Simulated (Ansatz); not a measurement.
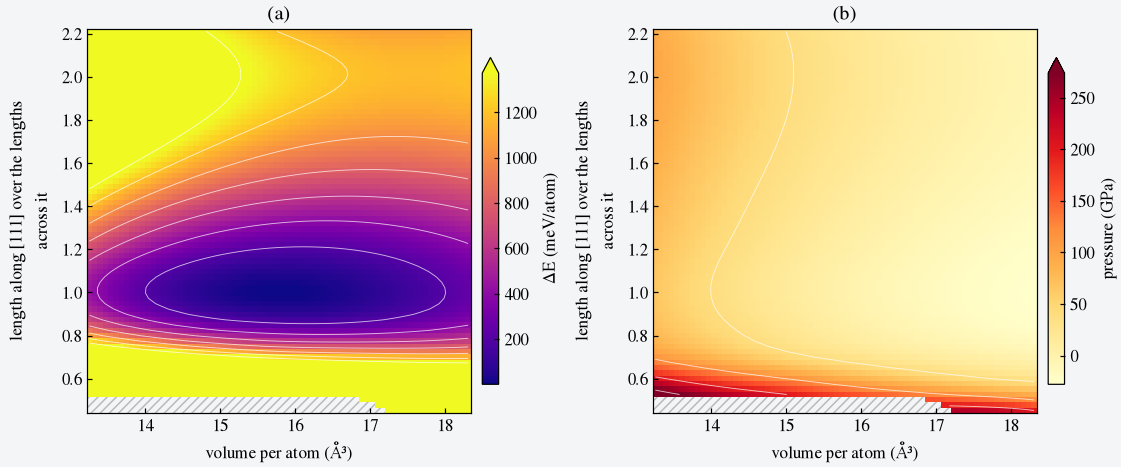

Mo (Im-3m, No. 229; 1 atom in the cell). 
- The energy is mapped over volume and the cell's shape.
- The first coordinate is: volume per atom; the second: length along [111] over the lengths across it, relative to the cubic cell.
- Nothing is relaxed (symmetry fixes all fractional coordinates).
- The grid has 7 × 9 points. At 5 points there is no value (left out of the scan, as a rule where atoms come close).
- Points are written as (first, second).
- Energies are in meV/atom, from the lowest grid point.
- Computed with DFT PBE, scalar-relativistic, plane waves, PAW (Ansatz 0.2.0). Settings: cutoff 420 eV, k-mesh 22×22×22, gaussian smearing 0.15 eV, no spin polarisation.

Panel (a) is the energy; panel (b) is the computed pressure, in GPa.

The picture shows a smooth colour map with a few white contour lines, one colour for all values above the top of the scale, hatched blanks where no value was computed. Between grid points the surface is interpolated.

### How does the pressure vary over the map, and what is it at the lowest grid point?

Leaving out the highest fifth of the energies, it runs from −28 GPa at (18.31 Å³, 1.000) [bcc] to 94 GPa at (13.26 Å³, 2.211). At the lowest grid point, (15.78 Å³, 1.000) [bcc], it is 0 GPa. The pressure is minus the slope of the energy with volume, so it vanishes at the true minimum, which need not be a grid point.

PAW datasets: the set soft_1.
